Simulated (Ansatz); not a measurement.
## Two runs on MoS₂

System: MoS₂ (P-3m1, 6 atoms in the cell).
Method of the first run: Kohn-Sham DFT of a periodic cell, BLYP with D4, Ansatz PAW, no spin polarisation (Ansatz 0.2.0).

The structure derives from a Materials Project entry. Text and figures count atoms from 1; the logs count them from 0 in places.

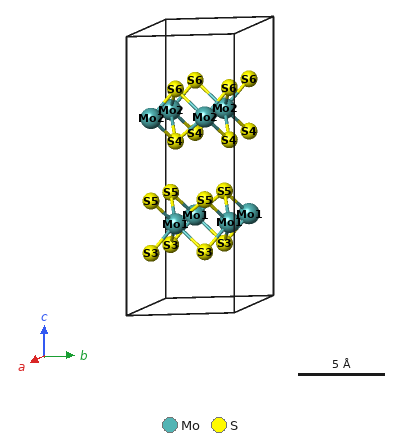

The starting structure (ball-and-stick view of the 2 × 2 repeat of the cell, with the vacuum cut short, seen slightly off an axis; atoms are numbered from 1 in the order of the input).

Input file, the first run:
```yaml
crystal:
  lattice:
    - [3.184541456, 0.0, 0.0]
    - [-1.592270728, 2.7578938003, 0.0]
    - [0.0, 0.0, 21.67053472]
  atoms:
    - { symbol: Mo, position: [0.3333333333, 0.6666666667, 0.85116023] }
    - { symbol: Mo, position: [0.6666666667, 0.3333333333, 0.14883977] }
    - { symbol: S, position: [0.6666666667, 0.3333333333, 0.77962539] }
    - { symbol: S, position: [0.3333333333, 0.6666666667, 0.077251] }
    - { symbol: S, position: [0.6666666667, 0.3333333333, 0.922749] }
    - { symbol: S, position: [0.3333333333, 0.6666666667, 0.22037461] }
hamiltonian:
  xc: blyp
  pseudopotentials: { kind: paw }
  dispersion: d4
kpoints:
  mp_grid: { grid: [10, 10, 2] }
scf:
  occupations: { method: fermi_dirac, width: 0.05 }
output:
  forces: true
  stress: true
relax:
  f_tol: 0.01
  max_steps: 40
  cell: { stress_tol: 0.05 }
```

Command:
```bash
ansatz run input.yaml --threads 2 --pin off --max-ram 5632MiB --backend cpu --events-out ev --progress --plain --runs-dir out
```

Hardware: 2 threads of Intel Xeon @ 2.50GHz (Skylake/Cascade Lake), 189 GiB of memory available, shared host.

Output, shortened to warnings, some set-up lines, iterations and results (the first run):
```
Basis set: ecut = 420 eV, 3721 PW (Γ), exchange–correlation on 48×48×300 points (8 copies of the dense FFT grid, shifted against one another)
Symmetry: 12 space group operations
k-points: 28 of 200
Initial density: superposition of atomic densities (neutral atoms: chi_scale 0, normalization atom), corrected by the library's trained network
[...]
SCF iter   1: F=—  HF=-13573.833754 eV  |F-HF|=—  |Δ(HF+E_count)|=         —  Δρ=8.43e-3  dr2=2.01e-1  ethr=1.77e-3  ⟨swp⟩=8.9  Hψ=4670  notcnv=0
SCF iter   2: F=—  HF=-13573.938021 eV  |F-HF|=—  |Δ(HF+E_count)|=   1.04e-1  Δρ=1.02e-2  dr2=1.45e0  ethr=3.87e-4  ⟨swp⟩=3.2  Hψ=1897  notcnv=0  defer=8  recentre
SCF iter   3: F=—  HF=-13573.819050 eV  |F-HF|=—  |Δ(HF+E_count)|=   1.19e-1  Δρ=5.68e-3  dr2=1.75e-1  ethr=3.87e-4  ⟨swp⟩=3.8  Hψ=1877  notcnv=0
SCF iter   4: F=—  HF=-13573.802968 eV  |F-HF|=—  |Δ(HF+E_count)|=   1.61e-2  Δρ=3.45e-3  dr2=2.43e-2  ethr=3.37e-4  ⟨swp⟩=2.3  Hψ=1356  notcnv=0
SCF iter   5: F=—  HF=-13573.802772 eV  |F-HF|=—  |Δ(HF+E_count)|=   1.96e-4  Δρ=1.19e-3  dr2=8.80e-4  ethr=4.68e-5  ⟨swp⟩=2.0  Hψ=1507  notcnv=0
[... 51 lines ...]
SCF iter   6: F=—  HF=-13573.889301 eV  |F-HF|=—  |Δ(HF+E_count)|=   2.96e-5  Δρ=1.35e-6  dr2=4.23e-9  ethr=1.04e-10  ⟨swp⟩=3.1  Hψ=1525  notcnv=0
SCF iter   7: F=—  HF=-13573.889307 eV  |F-HF|=—  |Δ(HF+E_count)|=   6.03e-6  Δρ=2.85e-7  dr2=1.82e-10  ethr=8.14e-12  ⟨swp⟩=3.1  Hψ=1539  notcnv=0
SCF iter   8: F=-13573.889307 eV  HF=-13573.889307 eV  |F-HF|=6.88e-10  |Δ(HF+E_count)|=   1.93e-7  Δρ=5.34e-8  dr2=9.10e-12  ethr=1.00e-12  ⟨swp⟩=5.5  Hψ=3618  notcnv=0
SCF 6 converged in 8 iterations: F = -13573.889307 eV  dr2 = 9.10e-12
relax step   6: F+E_penalty+E_count = -13573.88930708 eV  Δ(F+E_penalty+E_count) = +1.301e-4 eV  max|allowed force component| = 1.516e-3 eV/Å  Δτ_max = 0.0000 Å  P = -0.006 …
basis re-selected at this cell: Δ(F+E_penalty+E_count) = +1.301e-4 eV, ΔP = -0.000 GPa vs the last step (what re-selecting the basis moved, of the pressure what is left beyond the Pulay correction that the steps carried, after the strain that the cell walked since its last selection, with what the …
SCF converged after 8 iterations
Free energy (F): -13573.889307 eV
Harris-Foulkes:  -13573.889307 eV  (|F-HF|=6.88e-10)
Internal energy: -13573.889306 eV  (E = F + TS)
E sigma→0 (E₀):  -13573.889306 eV
Entropy (-TS):   -0.000001 eV (-0.000 meV/atom)
Fermi energy:    4.727140 eV
--- Per-component energies (eV) ---
  E_band       = -652.698678
  E_kinetic    = 1315.676504
  E_local      = -25229.003432  (includes V_loc(G=0)·N_el)
  E_nonlocal   = 402.371415
  E_hartree    = 11979.530288
  E_xc         = -746.897738
  E_vxc        = -792.887823  (∫ρ·V_xc dr)
  E_paw        = -8858.579732  (= ΣΔE_a)
  E_vpaw       = -307.915782  (= ΣTr[D̂ρ^β])
  E_aug_tail   = 0.000065  (compensation charges beyond the density's cutoff)
  E_ewald      = 7567.146978
  E_disp       = -4.381668  (pairwise vdW)
  E_core_change = 0.248015  (= ΣΔE_core)
  E_smearing   = -0.000001  (= −TS)
  E_closure    = -0.000000  (closes the sum)
  Σ components = -13573.889307   (vs F -13573.889307, Δ=0.00e0)
--- Forces (eV/Å), atoms counted from 1 ---
  atom   1  Mo    -0.00000000    -0.00000000     0.00113458
  atom   2  Mo     0.00000000     0.00000000    -0.00113458
  atom   3  S     -0.00000000    -0.00000000    -0.00151590
  atom   4  S      0.00000000     0.00000000    -0.00026607
  atom   5  S      0.00000000    -0.00000000     0.00026607
  atom   6  S     -0.00000000     0.00000000     0.00151590
  max |Σ_I F_I| component: 1.16e-17 eV/Å
--- Stress (GPa, compression-positive) ---
       -0.002314       0.000000       0.000000
        0.000000      -0.002314       0.000000
        0.000000       0.000000      -0.013277
  P = ⅓ Tr σ = -0.0060 GPa (-0.060 kbar)
--- Relaxed structure (5 steps of the walk, 5 accepted, 1 SCFs on fresh bases) ---
[...]
```

For the second run the input was changed thus:
```diff
-  dispersion: d4
+  dispersion: d3bj
```

How does the second run compare with the first run?

The total energies belong to different models, so their difference says nothing on which is more stable or more accurate. The volume per atom goes from 31.20 to 17.27 Å³. The SCF takes 260 iterations over all geometry steps against 49. On the same kind of shared host the second run took about 4.6 times as long.

Output, shortened to warnings, some set-up lines, iterations and results (the second run):
```
Basis set: ecut = 420 eV, 3721 PW (Γ), exchange–correlation on 48×48×300 points (8 copies of the dense FFT grid, shifted against one another)
Symmetry: 12 space group operations
k-points: 28 of 200
Initial density: superposition of atomic densities (neutral atoms: chi_scale 0, normalization atom), corrected by the library's trained network
[...]
SCF iter   1: F=—  HF=-13574.404986 eV  |F-HF|=—  |Δ(HF+E_count)|=         —  Δρ=8.43e-3  dr2=2.01e-1  ethr=1.77e-3  ⟨swp⟩=8.9  Hψ=4670  notcnv=0
SCF iter   2: F=—  HF=-13574.509253 eV  |F-HF|=—  |Δ(HF+E_count)|=   1.04e-1  Δρ=1.02e-2  dr2=1.45e0  ethr=3.87e-4  ⟨swp⟩=3.2  Hψ=1897  notcnv=0  defer=8  recentre
SCF iter   3: F=—  HF=-13574.390282 eV  |F-HF|=—  |Δ(HF+E_count)|=   1.19e-1  Δρ=5.68e-3  dr2=1.75e-1  ethr=3.87e-4  ⟨swp⟩=3.8  Hψ=1877  notcnv=0
SCF iter   4: F=—  HF=-13574.374200 eV  |F-HF|=—  |Δ(HF+E_count)|=   1.61e-2  Δρ=3.45e-3  dr2=2.43e-2  ethr=3.37e-4  ⟨swp⟩=2.3  Hψ=1356  notcnv=0
SCF iter   5: F=—  HF=-13574.374004 eV  |F-HF|=—  |Δ(HF+E_count)|=   1.96e-4  Δρ=1.19e-3  dr2=8.80e-4  ethr=4.68e-5  ⟨swp⟩=2.0  Hψ=1507  notcnv=0
[... 312 lines ...]
SCF iter   4: F=—  HF=-13574.988003 eV  |F-HF|=—  |Δ(HF+E_count)|=   1.03e-9  Δρ=6.10e-7  dr2=3.99e-10  ethr=9.91e-12  ⟨swp⟩=2.8  Hψ=1711  notcnv=0
SCF iter   5: F=-13574.988003 eV  HF=-13574.988003 eV  |F-HF|=3.64e-12  |Δ(HF+E_count)|=  2.73e-11  Δρ=1.32e-7  dr2=2.48e-11  ethr=1.00e-12  ⟨swp⟩=2.4  Hψ=1275  notcnv=0
SCF iter   6: F=-13574.988003 eV  HF=-13574.988003 eV  |F-HF|=1.82e-12  |Δ(HF+E_count)|=  1.82e-12  Δρ=3.89e-8  dr2=2.59e-12  ethr=1.00e-12  ⟨swp⟩=3.0  Hψ=2960  notcnv=0
SCF 31 converged in 6 iterations: F = -13574.988003 eV  dr2 = 2.59e-12
relax step  31: F+E_penalty+E_count = -13574.98800266 eV  Δ(F+E_penalty+E_count) = +2.009e-3 eV  max|allowed force component| = 2.682e-3 eV/Å  Δτ_max = 0.0000 Å  P = -0.008 …
basis re-selected at this cell: Δ(F+E_penalty+E_count) = +2.009e-3 eV, ΔP = -0.005 GPa vs the last step (what re-selecting the basis moved, of the pressure what is left beyond the Pulay correction that the steps carried, after the strain that the cell walked since its last selection, with what the …
SCF converged after 6 iterations
Free energy (F): -13574.988003 eV
Harris-Foulkes:  -13574.988003 eV  (|F-HF|=1.82e-12)
Internal energy: -13574.987981 eV  (E = F + TS)
E sigma→0 (E₀):  -13574.987992 eV
Entropy (-TS):   -0.000021 eV (-0.004 meV/atom)
Fermi energy:    12.332461 eV
--- Per-component energies (eV) ---
  E_band       = -260.559614
  E_kinetic    = 1319.010719
  E_local      = -3600.905904  (includes V_loc(G=0)·N_el)
  E_nonlocal   = 402.728694
  E_hartree    = 1360.667174
  E_xc         = -748.108837
  E_vxc        = -794.614970  (∫ρ·V_xc dr)
  E_paw        = -8858.753542  (= ΣΔE_a)
  E_vpaw       = -308.112574  (= ΣTr[D̂ρ^β])
  E_aug_tail   = 0.000060  (compensation charges beyond the density's cutoff)
  E_ewald      = -3444.072901
  E_disp       = -5.801458  (pairwise vdW)
  E_core_change = 0.248015  (= ΣΔE_core)
  E_smearing   = -0.000021  (= −TS)
  E_closure    = 0.000000  (closes the sum)
  Σ components = -13574.988003   (vs F -13574.988003, Δ=0.00e0)
--- Forces (eV/Å), atoms counted from 1 ---
  atom   1  Mo    -0.00000000    -0.00000000    -0.00091076
  atom   2  Mo     0.00000000     0.00000000     0.00091076
  atom   3  S      0.00000000    -0.00000000    -0.00112804
  atom   4  S     -0.00000000     0.00000000     0.00268233
  atom   5  S      0.00000000    -0.00000000    -0.00268233
  atom   6  S     -0.00000000     0.00000000     0.00112804
  max |Σ_I F_I| component: 1.16e-17 eV/Å
--- Stress (GPa, compression-positive) ---
       -0.002512       0.000000      -0.000000
       -0.000000      -0.002512      -0.000000
       -0.000000      -0.000000      -0.019238
  P = ⅓ Tr σ = -0.0081 GPa (-0.081 kbar)
--- Relaxed structure (30 steps of the walk, 28 accepted, 1 SCFs on fresh bases) ---
[...]
```

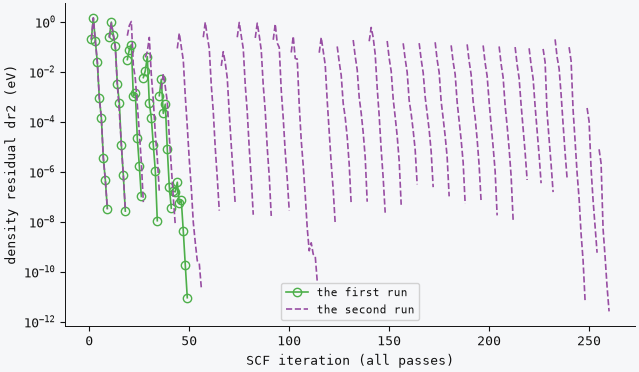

Convergence of the two runs: density residual dr2 against the SCF iteration. A break in a curve parts two SCF passes. The first run takes 49 iterations in all, and the second run takes 260.

The two runs side by side:

| quantity | the first run | the second run |
| --- | --- | --- |
| outcome | converged | converged |
| free energy per atom (eV) | −2262.3149 | −2262.4980 |
| pressure (GPa) | −0.01 | −0.01 |
| volume per atom (Å³) | 31.20 | 17.27 |
| largest force (eV/Å) | 0.002 | 0.003 |
| SCF iterations | 49 | 260 |
| irreducible k-points | 28 | 28 |
| wall time (shared host) | 64 s | 5 min |

For both runs: Points of doubt noted for this run: forces on files of another functional.
